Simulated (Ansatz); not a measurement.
# How KF (Carobbiite, Fm-3m) expands on warming

Aim: the lattice, expansion, heat capacity and bulk modulus of KF (Carobbiite) as it warms.

Measurements to reproduce:
- volume expansion coefficient 104.4 1e-6/K and heat capacity C_P per formula unit 49 J/mol/K near room temperature (given in “High-Throughput Prediction of Finite-Temperature Properties using the Quasi-Harmonic Approximation”, 2016, arXiv:1603.06924)
- volume expansion coefficient 95.1 1e-6/K near room temperature (given in “Descriptors for thermal expansion in solids”, 2017, arXiv:1701.03966)

Method: DFT RPBE, scalar-relativistic, plane waves, PAW, in Ansatz 0.2.0.

## Step 1: The starting structure

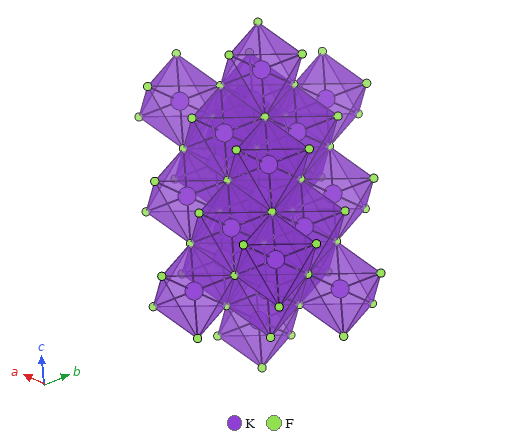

Start, viewed from a free direction; potassium purple, fluorine green. 1×1×2 cells are drawn. This picture shows the conventional cell, with its axes. Some periodic images of atoms are drawn too.

## Step 2: Probe on a coarse mesh

A cheap single point shows whether the cell is a metal or an insulator and how far it is from rest; that sets the k-mesh and the occupations of what follows.

input.yaml reads:

```yaml
crystal:
  lattice:
    - [0.0, 2.67185, 2.67185]
    - [2.67185, 0.0, 2.67185]
    - [2.67185, 2.67185, 0.0]
  atoms:
    - { symbol: K, position: [0.0, 0.0, 0.0] }
    - { symbol: F, position: [0.5, 0.5, 0.5] }
kpoints:
  mp_grid: { grid: [6, 6, 6] }
hamiltonian:
  xc: rpbe
scf:
  occupations: { method: gaussian, width: 0.1 }
output:
  forces: true
  stress: true
  eigenvalues: true
```

Command:

```bash
> ansatz run input.yaml --threads 4 --pin off --max-ram 8192MiB --backend cpu --events-out ev --progress --plain --runs-dir out
```

Numbers of over 12 decimals in the logs are rounded to 6 here.

Output:

```text
Engine: ansatz 0.2.0, aarch64-unknown-linux-gnu
Pseudopotentials: kind: paw
Pseudopotential: K, paw, valence charge 9, recommended cutoff 420 eV (normal), K.paw.azcp
Pseudopotential: F, paw, valence charge 7, recommended cutoff 420 eV (normal), F.paw.azcp
Functional definition: RPBE
  parameter kappa = 0.804
  parameter beta = 0.066725
  exchange = rpbe_x(kappa = kappa, mu = beta*pi^2/3)
  correlation = pbe_c(beta = beta)
Crystal: 2 atoms, lattice volume = 38.148 Å³
Basis set: ecut = 420 eV, 725 PW (Γ), exchange–correlation on 54×54×54 points (8 copies of the dense FFT grid, shifted against one another)
Bands: 12, of which v1, the nominal top of the filled ones, is band 8 counted from 1 (7 counted from 0)
Symmetry: 48 space group operations
Space group: Fm-3m (ITA 225), of the structure as read, at distance tolerance 3.4e-5 Å
k-points: 16 of 216
Non-local potential: K, projectors of the file, l = 0: 3, l = 1: 2, l = 2: 2
Non-local potential: F, projectors of the file, l = 0: 2, l = 1: 2, l = 2: 1
PAW form: soft (Blöchl's): semilocal exchange-correlation on the pseudo side does not see the compensation charge
PAW frozen core: K, regenerated for the run's functional, and the local potential with it (the file was generated under x = pbe(κ = 0.804, μ = 0.219515), c = pbe(β = 0.066725))
PAW frozen core: F, regenerated for the run's functional, and the local potential with it (the file was generated under x = pbe(κ = 0.804, μ = 0.219515), c = pbe(β = 0.066725))
PAW one-centre angular grid: K, 110 points (default); XC on 64 Gauss nodes
PAW one-centre angular grid: F, 110 points (default); XC on 64 Gauss nodes
Initial density: superposition of atomic densities (neutral atoms: chi_scale 0, normalization atom), corrected by the library's trained network
Initial wavefunctions: pseudopotential atomic-orbital guess
Functional: x = rpbe, c = pbe(β = 0.066725)
SCF iter   1: F=—  HF=-2355.087399 eV  |F-HF|=—  |Δ(HF+E_count)|=         —  Δρ=5.64e-3  dr2=1.08e-2  ethr=1.77e-3  ⟨swp⟩=5.6  Hψ=1195  notcnv=0
preconditioner: auto → none  [insulator: Δε(μ)=6.607 eV  Ē_g=17.885 eV  σ=0.100 eV  W_gap=1.00  n_scr=14 (ndim 8)  ℏωp=22.5 eV  f_vac=0.122  D(μ)=0.00/eV (n_scr^D=0)  ε∞_Penn≈2.6]
SCF iter   2: F=—  HF=-2355.086514 eV  |F-HF|=—  |Δ(HF+E_count)|=   8.85e-4  Δρ=4.77e-3  dr2=4.21e-3  ethr=6.73e-5  ⟨swp⟩=2.0  Hψ=453  notcnv=0
SCF iter   3: F=—  HF=-2355.085370 eV  |F-HF|=—  |Δ(HF+E_count)|=   1.14e-3  Δρ=1.16e-3  dr2=2.21e-4  ethr=2.63e-5  ⟨swp⟩=2.0  Hψ=240  notcnv=0
SCF iter   4: F=—  HF=-2355.085407 eV  |F-HF|=—  |Δ(HF+E_count)|=   3.69e-5  Δρ=2.54e-4  dr2=2.15e-5  ethr=1.38e-6  ⟨swp⟩=2.0  Hψ=320  notcnv=0
SCF iter   5: F=—  HF=-2355.085386 eV  |F-HF|=—  |Δ(HF+E_count)|=   2.07e-5  Δρ=2.15e-5  dr2=1.01e-7  ethr=1.34e-7  ⟨swp⟩=2.0  Hψ=240  notcnv=0
SCF iter   6: F=-2355.085386 eV  HF=-2355.085386 eV  |F-HF|=1.25e-9  |Δ(HF+E_count)|=   6.50e-8  Δρ=5.74e-6  dr2=8.23e-9  ethr=6.25e-10  ⟨swp⟩=5.0  Hψ=913  notcnv=0
SCF 1 converged in 6 iterations: F = -2355.085386 eV  dr2 = 8.23e-9
  greatest PAW one-centre occupation: 0.988 electrons in one spin orbital (limit 2), on the K atom at site 0 (counted from 0), in its partial waves of l = 0
SCF converged after 6 iterations
Free energy (F): -2355.085386 eV
Harris-Foulkes:  -2355.085386 eV  (|F-HF|=1.25e-9)
Internal energy: -2355.085386 eV  (E = F + TS)
E sigma→0 (E₀):  -2355.085386 eV
Fermi energy:    4.947664 eV
--- Per-component energies (eV) ---
  E_band       = -122.851908
  E_kinetic    = 463.714440
  E_local      = -1111.743720  (includes V_loc(G=0)·N_el)
  E_nonlocal   = 84.089532
  E_hartree    = 402.352074
  E_xc         = -218.106268
  E_vxc        = -270.043877  (∫ρ·V_xc dr)
  E_paw        = -987.259471  (= ΣΔE_a)
  E_vpaw       = -93.572456  (= ΣTr[D̂ρ^β])
  E_aug_tail   = 0.002081  (compensation charges beyond the density's cutoff)
  E_ewald      = -988.061939
  E_core_change = -0.072114  (= ΣΔE_core)
  E_smearing   = -0.000000  (= −TS)
  E_closure    = -0.000000  (closes the sum)
  Σ components = -2355.085386   (vs F -2355.085386, Δ=0.00e0)
--- Forces (eV/Å), atoms counted from 1 ---
  atom   1  K     -0.00000000    -0.00000000    -0.00000000
  atom   2  F      0.00000000    -0.00000000     0.00000000
  max |Σ_I F_I| component: 4.75e-29 eV/Å
--- Stress (GPa, compression-positive) ---
        4.071221       0.000000       0.000000
        0.000000       4.071221      -0.000000
        0.000000       0.000000       4.071221
  P = ⅓ Tr σ = 4.0712 GPa (40.712 kbar)
--- Band table (eV; the first three rows and the last of 16) ---
  k-point 0: bands = [... 4 lower, -7.8249, 1.6894, 1.6894, 1.6894, 8.2043, 12.4713, 12.4713, 12.4713]
  k-point 1: bands = [... 4 lower, -7.8337, 1.4710, 1.6021, 1.6021, 8.9342, 12.1420, 12.8147, 12.8147]
  k-point 2: bands = [... 4 lower, -7.8511, 1.1000, 1.4333, 1.4333, 10.4536, 12.0108, 13.4920, 13.4920]
  k-point 15: bands = [... 4 lower, -7.9376, 1.3812, 1.5037, 1.5750, 10.8665, 12.5537, 12.7417, 15.1499]
```

Elapsed: 0.37 s, on 4 threads of Arm Neoverse V1, shared host; peak memory 0.26 GiB.

In the SCF lines HF is the Harris–Foulkes energy and dr2 the Hartree energy of the density residual, in eV; the loop may stop once dr2 is under the threshold and the program's other checks hold. Hψ counts applications of the Hamiltonian.

Numbers from this step:

```
pressure          : 4.071 GPa
gap on the k-mesh : 6.515 eV
volume per atom   : 19.07 Å³
```

The start is under 4.1 GPa at this level and looks like an insulator or semiconductor on this mesh.

## Step 3: Finding the static equilibrium

Phonons are second derivatives about a minimum, so cell and atoms are relaxed first, inside the symmetry of the start.

input.yaml, the sections that differ from step 2:

```yaml
kpoints:
  mp_grid: { grid: [8, 8, 8] }
scf:
  occupations: { method: gaussian, width: 0.02 }
relax:
  adjacent_minimum: "off"
  f_tol: 0.005
  max_steps: 80
  cell: { stress_tol: 0.05 }
# crystal, hamiltonian, output: as in step 2
```

Output:

```text
[...]
Crystal: 2 atoms, lattice volume = 38.148 Å³
Basis set: ecut = 420 eV, 725 PW (Γ), exchange–correlation on 54×54×54 points (8 copies of the dense FFT grid, shifted against one another)
Bands: 12, of which v1, the nominal top of the filled ones, is band 8 counted from 1 (7 counted from 0)
Symmetry: 48 space group operations
[...]
k-points: 29 of 512
[...]
SCF iter   1: F=—  HF=-2355.087457 eV  |F-HF|=—  |Δ(HF+E_count)|=         —  Δρ=5.67e-3  dr2=1.09e-2  ethr=1.77e-3  ⟨swp⟩=6.0  Hψ=2289  notcnv=0
[...]
SCF iter   6: F=-2355.085438 eV  HF=-2355.085438 eV  |F-HF|=9.00e-10  |Δ(HF+E_count)|=   5.72e-8  Δρ=6.09e-6  dr2=9.56e-9  ethr=6.25e-10  ⟨swp⟩=5.0  Hψ=1625  notcnv=0
SCF 1 converged in 6 iterations: F = -2355.085438 eV  dr2 = 9.56e-9
[...]
relax step   1: F+E_penalty+E_count = -2355.08543794 eV  Δ(F+E_penalty+E_count) = +0.000e0 eV  max|allowed force component| = 2.186e-29 eV/Å  Δτ_max = 0.0000 Å  P = +4.072 GPa  Ω = 38.148 Å³  (6 SCF iters, dr2 threshold 1.00e-7 eV, accepted)
Crystal: 2 atoms, lattice volume = 42.996 Å³
Basis set: ecut = 420 eV, 869 PW (Γ), exchange–correlation on 54×54×54 points (8 copies of the dense FFT grid, shifted against one another)
[...]
iter 1 solved again at ethr=2.51e-4 eV; its pass at ethr=3.10e-3 eV (dr2=4.02e-2 eV) is discarded
[...]
SCF iter   6: F=-2355.128292 eV  HF=-2355.128292 eV  |F-HF|=1.18e-8  |Δ(HF+E_count)|=   3.51e-6  Δρ=1.02e-5  dr2=3.22e-8  ethr=1.25e-9  ⟨swp⟩=6.5  Hψ=1734  notcnv=0
SCF 2 converged in 6 iterations: F = -2355.128292 eV  dr2 = 3.22e-8
relax step   2: F+E_penalty+E_count = -2355.12829246 eV  Δ(F+E_penalty+E_count) = -4.285e-2 eV  max|allowed force component| = 1.154e-29 eV/Å  Δτ_max = 0.0000 Å  P = -0.448 GPa  Ω = 42.996 Å³  energy of the carried Pulay correction = -7.309e-3 eV  (6 SCF iters, dr2 threshold 2.00e-7 eV, accepted)
Crystal: 2 atoms, lattice volume = 42.462 Å³
[...]
SCF iter   5: F=-2355.129854 eV  HF=-2355.129854 eV  |F-HF|=2.65e-8  |Δ(HF+E_count)|=   4.13e-7  Δρ=6.00e-6  dr2=8.46e-9  ethr=1.25e-9  ⟨swp⟩=5.0  Hψ=1491  notcnv=0
SCF 3 converged in 5 iterations: F = -2355.129854 eV  dr2 = 8.46e-9
relax step   3: F+E_penalty+E_count = -2355.12985387 eV  Δ(F+E_penalty+E_count) = -1.561e-3 eV  max|allowed force component| = 9.039e-30 eV/Å  Δτ_max = 0.0000 Å  P = -0.029 GPa  Ω = 42.462 Å³  energy of the carried Pulay correction = -6.546e-3 eV  (5 SCF iters, dr2 threshold 2.00e-7 eV, accepted)
[...]
relax step   4: F+E_penalty+E_count = -2355.14384246 eV  Δ(F+E_penalty+E_count) = -1.399e-2 eV  max|allowed force component| = 9.762e-30 eV/Å  Δτ_max = 0.0000 Å  P = +0.597 GPa  Ω = 42.462 Å³  stress off target by 5.97e-1 GPa  SCF on the basis re-selected at this cell (its energy is not comparable with the rows above)  (6 SCF iters)
[...]
relax step   5: F+E_penalty+E_count = -2355.14436849 eV  Δ(F+E_penalty+E_count) = -5.260e-4 eV  max|allowed force component| = 1.696e-29 eV/Å  Δτ_max = 0.0000 Å  P = +0.147 GPa  Ω = 43.219 Å³  energy of the carried Pulay correction = -1.217e-3 eV  (5 SCF iters, dr2 threshold 2.00e-7 eV, accepted)
[...]
relax step   6: F+E_penalty+E_count = -2355.14403541 eV  Δ(F+E_penalty+E_count) = +3.331e-4 eV  max|allowed force component| = 5.111e-30 eV/Å  Δτ_max = 0.0000 Å  P = +0.005 GPa  Ω = 43.471 Å³  energy of the carried Pulay correction = -1.670e-3 eV  (5 SCF iters, dr2 threshold 5.38e-8 eV, accepted)
[...]
SCF iter   6: F=-2355.145727 eV  HF=-2355.145727 eV  |F-HF|=2.87e-10  |Δ(HF+E_count)|=   2.69e-8  Δρ=3.06e-7  dr2=5.22e-12  ethr=1.00e-12  ⟨swp⟩=4.0  Hψ=1584  notcnv=0
SCF 7 converged in 6 iterations: F = -2355.145727 eV  dr2 = 5.22e-12
relax step   7: F+E_penalty+E_count = -2355.14572749 eV  Δ(F+E_penalty+E_count) = -1.692e-3 eV  max|allowed force component| = 1.509e-29 eV/Å  Δτ_max = 0.0000 Å  P = +0.029 GPa  Ω = 43.471 Å³  stress off target by 2.90e-2 GPa  SCF on the basis re-selected at this cell (its energy is not comparable with the rows above)  (6 SCF iters)
[...]
SCF converged after 6 iterations
Free energy (F): -2355.145727 eV
[...]
Internal energy: -2355.145727 eV  (E = F + TS)
E sigma→0 (E₀):  -2355.145727 eV
Fermi energy:    3.782595 eV
[...]
--- Stress (GPa, compression-positive) ---
        0.029002      -0.000000      -0.000000
       -0.000000       0.029002      -0.000000
       -0.000000      -0.000000       0.029002
  P = ⅓ Tr σ = 0.0290 GPa (0.290 kbar)
--- Band table (eV; the first three rows and the last of 29) ---
  k-point 0: bands = [... 4 lower, -9.1263, 0.8591, 0.8591, 0.8591, 6.7060, 11.2460, 11.2460, 11.2460]
  k-point 1: bands = [... 4 lower, -9.1304, 0.7505, 0.8220, 0.8220, 7.0853, 11.0346, 11.4197, 11.4197]
  k-point 2: bands = [... 4 lower, -9.1402, 0.5172, 0.7339, 0.7339, 8.0607, 10.7031, 11.8384, 11.8384]
  k-point 28: bands = [... 4 lower, -9.1919, 0.5537, 0.6814, 0.6814, 10.3477, 10.3477, 11.4408, 13.3537]
--- Relaxed structure (5 steps of the walk, 5 accepted, 2 SCFs on fresh bases) ---
  F+E_penalty+E_count = -2355.14572749 eV   max|allowed force component| = 1.509e-29 eV/Å   (the final SCF, on the basis selected at the relaxed cell)
  cell:  # Å, volume = 43.4715 Å³
    - [0, 2.790775, 2.790775]
    - [2.790775, 0, 2.790775]
    - [2.790775, 2.790775, 0]
  atoms:
    - { symbol: K, position: [0, 0, 0] }
    - { symbol: F, position: [0.5, 0.5, 0.5] }
```

The job ended after 2.7 s (4 threads; peak memory 0.3 GiB).

Relaxation path:

```csv
step,energy less that of the first step (eV),largest force component (eV/Å),pressure (GPa),volume (Å³)
1,0.0000,0.0000,4.07,38.15
2,-0.0429,0.0000,-0.45,43.00
3,-0.0444,0.0000,-0.03,42.46
4*,-0.0584,0.0000,0.60,42.46
5,-0.0589,0.0000,0.15,43.22
6,-0.0586,0.0000,0.01,43.47
7*,-0.0603,0.0000,0.03,43.47
```

Relaxation steps marked * repeat the geometry before them on a plane-wave basis chosen anew for their cell, so energy and pressure can jump there.

The run keeps the 48 symmetry operations that it works with, so distortions that break them were not tested.

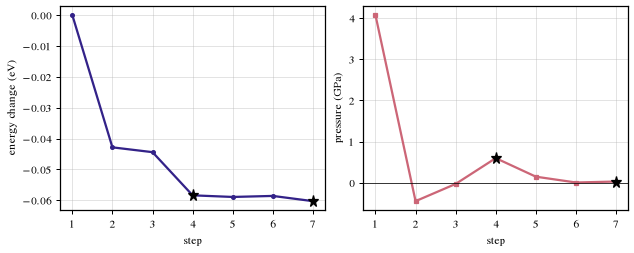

Energy and pressure along the relaxation. Stars mark steps on a basis chosen anew.

```csv
"conventional cell, symmetrised",before,after,change
a (Å),5.344,5.582,+4.5 %
b (Å),5.344,5.582,+4.5 %
c (Å),5.344,5.582,+4.5 %
volume (Å³/atom),19.07,21.74,+14.0 %
```

Final coordinates:

```
K F
1.0
     0.00000    2.79077    2.79077
     2.79077    0.00000    2.79077
     2.79077    2.79077    0.00000
K F
1 1
Cartesian
  0.0000 0.0000 0.0000
  2.7908 2.7908 2.7908
```

Numbers from this step:

```
pressure          : 0.02900 GPa
gap on the k-mesh : 5.847 eV
volume per atom   : 21.74 Å³
```

The relaxation ends with a pressure of 0.03 GPa.

## Step 4: A second relaxation

The relaxation is run once more from where the first one ended, as the script does after a large change of volume or of the gap, with mesh and occupations reviewed.

input.yaml, the sections that differ from step 3:

```yaml
crystal:
  lattice:
    - [0.0, 2.7907747822, 2.7907747822]
    - [2.7907747822, 0.0, 2.7907747822]
    - [2.7907747822, 2.7907747822, 0.0]
  atoms:
    - { symbol: K, position: [0.0, 0.0, 0.0] }
    - { symbol: F, position: [0.5, 0.5, 0.5] }
output:
  forces: true
  stress: true
  eigenvalues: true
  write_density: true
  write_potential: true
  elf: true
  volumetric_format: npy
# kpoints, hamiltonian, scf, relax: as in step 3
```

Output:

```text
[...]
Crystal: 2 atoms, lattice volume = 43.471 Å³
Basis set: ecut = 420 eV, 869 PW (Γ), exchange–correlation on 54×54×54 points (8 copies of the dense FFT grid, shifted against one another)
Bands: 12, of which v1, the nominal top of the filled ones, is band 8 counted from 1 (7 counted from 0)
Symmetry: 48 space group operations
[...]
k-points: 29 of 512
[...]
SCF iter   1: F=—  HF=-2355.147816 eV  |F-HF|=—  |Δ(HF+E_count)|=         —  Δρ=5.12e-3  dr2=1.05e-2  ethr=1.77e-3  ⟨swp⟩=6.1  Hψ=2300  notcnv=0
[...]
SCF iter   6: F=-2355.145727 eV  HF=-2355.145727 eV  |F-HF|=7.99e-9  |Δ(HF+E_count)|=   4.41e-9  Δρ=4.45e-6  dr2=3.95e-9  ethr=6.25e-10  ⟨swp⟩=8.9  Hψ=2337  notcnv=0
SCF 1 converged in 6 iterations: F = -2355.145727 eV  dr2 = 3.95e-9
[...]
relax step   1: F+E_penalty+E_count = -2355.14572749 eV  Δ(F+E_penalty+E_count) = +0.000e0 eV  max|allowed force component| = 1.854e-29 eV/Å  Δτ_max = 0.0000 Å  P = +0.029 GPa  Ω = 43.471 Å³  (6 SCF iters, dr2 threshold 1.00e-7 eV, accepted)
[...]
SCF iter   1: F=—  HF=-2355.145723 eV  |F-HF|=—  |Δ(HF+E_count)|=         —  Δρ=1.16e-5  dr2=4.02e-8  ethr=9.55e-7  ⟨swp⟩=2.7  Hψ=3065  notcnv=0
eigensolver tolerance schedule: the retry pair's looser diagonalisation over-reported the residual by 3796.98 of it (diagonalisation noise at an unbounded share of the residual, at the tolerance the schedule requests for it); recorded, not acted on — ethr = c·dr2/N_el stays at c = 1.0e-1
[...]
SCF iter   2: F=—  HF=-2355.145728 eV  |F-HF|=—  |Δ(HF+E_count)|=   4.12e-6  Δρ=1.54e-5  dr2=6.77e-8  ethr=2.52e-10  ⟨swp⟩=2.7  Hψ=627  notcnv=0
[...]
SCF iter   7: F=-2355.145727 eV  HF=-2355.145727 eV  |F-HF|=5.46e-12  |Δ(HF+E_count)|=    0.00e0  Δρ=2.18e-7  dr2=1.40e-11  ethr=1.00e-12  ⟨swp⟩=4.0  Hψ=1363  notcnv=0
SCF 2 converged in 7 iterations: F = -2355.145727 eV  dr2 = 1.40e-11
relax step   2: F+E_penalty+E_count = -2355.14572749 eV  Δ(F+E_penalty+E_count) = -2.457e-9 eV  max|allowed force component| = 2.160e-29 eV/Å  Δτ_max = 0.0000 Å  P = +0.029 GPa  Ω = 43.471 Å³  stress off target by 2.90e-2 GPa  SCF on the basis re-selected at this cell (its energy is not comparable with the rows above)  (7 SCF iters)
[...]
SCF converged after 7 iterations
Free energy (F): -2355.145727 eV
[...]
Internal energy: -2355.145727 eV  (E = F + TS)
E sigma→0 (E₀):  -2355.145727 eV
Fermi energy:    3.782595 eV
[...]
--- Stress (GPa, compression-positive) ---
        0.028992      -0.000000       0.000000
       -0.000000       0.028992      -0.000000
        0.000000      -0.000000       0.028992
  P = ⅓ Tr σ = 0.0290 GPa (0.290 kbar)
--- Band table (eV; the first three rows and the last of 29) ---
  k-point 0: bands = [... 4 lower, -9.1263, 0.8591, 0.8591, 0.8591, 6.7060, 11.2460, 11.2460, 11.2460]
  k-point 1: bands = [... 4 lower, -9.1304, 0.7505, 0.8220, 0.8220, 7.0853, 11.0346, 11.4197, 11.4197]
  k-point 2: bands = [... 4 lower, -9.1402, 0.5172, 0.7339, 0.7339, 8.0607, 10.7031, 11.8384, 11.8384]
  k-point 28: bands = [... 4 lower, -9.1919, 0.5537, 0.6814, 0.6814, 10.3477, 10.3477, 11.4408, 13.3537]
--- Relaxed structure (1 steps of the walk, 1 accepted, 1 SCFs on fresh bases) ---
[...]
cell:  # Å, volume = 43.4715 Å³
    - [0.0, 2.7907747822, 2.7907747822]
    - [2.7907747822, 0.0, 2.7907747822]
    - [2.7907747822, 2.7907747822, 0.0]
  atoms:
    - { symbol: K, position: [0.0, 0.0, 0.0] }
    - { symbol: F, position: [0.5, 0.5, 0.5] }
```

It took 1 s on 4 threads; peak memory 0.3 GiB.

Little changed from the start: no atom moved by 0.005 Å and no cell edge by 0.1 %.

Numbers from this step:

```
pressure : 0.02899 GPa
```

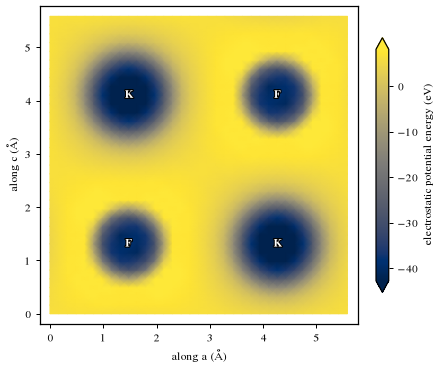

Electrostatic potential energy in the ac plane of the conventional cell at fractional y = 0.000, with atoms of K and F within 0.2 Å of it. With pseudopotentials it is smooth inside the atoms' cores, unlike the true potential. The map starts off the cell's origin, so that atoms lie inside it.

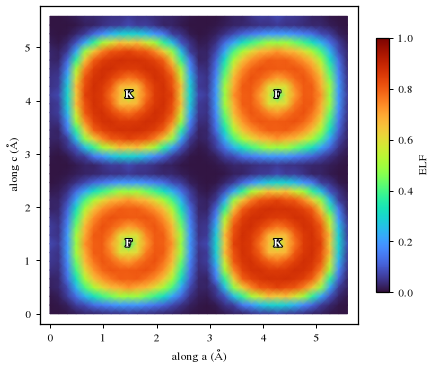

ELF in the ac plane of the conventional cell at fractional y = 0.000, with atoms of K and F within 0.2 Å of it. It is the smooth field of the valence electrons, not physical close to the nuclei. The map starts off the cell's origin, so that atoms lie inside it.

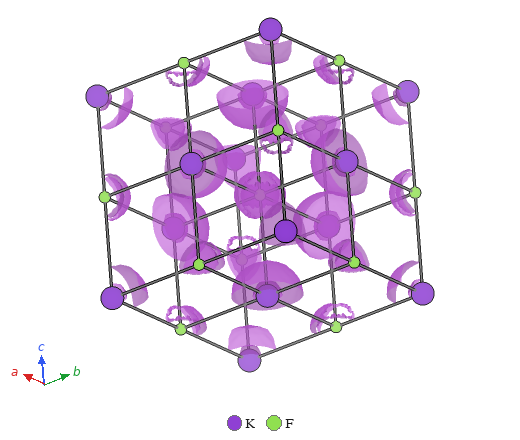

Surface of ELF = 0.8.

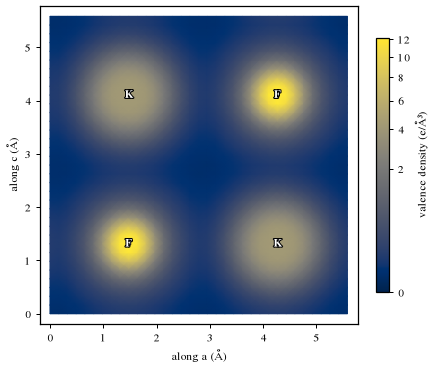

Valence density in the ac plane of the conventional cell at fractional y = 0.000, with atoms of K and F within 0.2 Å of it. It is the smooth field of the valence electrons, not physical close to the nuclei. The map starts off the cell's origin, so that atoms lie inside it. The colour scale is stretched toward low values.

(Continued in part 2 of 2.)

[Logs are printed without paths, hosts, clocks, repeated set-up lines and the standing remarks that a program may print on its own settings, such as how far it seeks lower states.]

[Hosts, paths, dates, database ids (printed as entryN), source tags and the programs' standing remarks are cut or masked in the printed files.]

[A step with changed settings may run another functional than the one named; its input shows which.]
